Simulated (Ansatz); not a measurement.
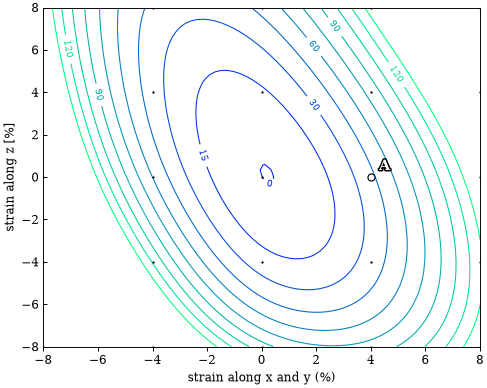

AlCo (Pm-3m, No. 221; 2 atoms in the cell). The cell is strained homogeneously, by one strain along x and y and another along z, with fractional coordinates fixed (x, y and z along the cube axes). First axis: strain along x and y. Second axis: strain along z. The grid has 5 × 5 points. Points are written as (first, second). Energies are in meV/atom, from the lowest grid point. The runs have no spin polarisation; a magnetic state may lie lower. The reference cell is the one listed in the database, not relaxed at this level. Method: Ansatz 0.2.0, DFT PBEsol, scalar-relativistic, plane waves, PAW. Settings: cutoff 420 eV, k-mesh 16×16×16, gaussian smearing 0.15 eV, no spin polarisation.

The picture shows contour lines labelled in meV/atom (none above 135), dots at the grid points, the point A. Between grid points the surface is interpolated.

> Which way does the force act at A, and how strong is it?

A, at (4 %, 0 %), is not a stationary point. The computed force is 21 meV/atom for each 1 % towards smaller values of strain along x and y and 6 meV/atom for each 1 % towards smaller values of strain along z.
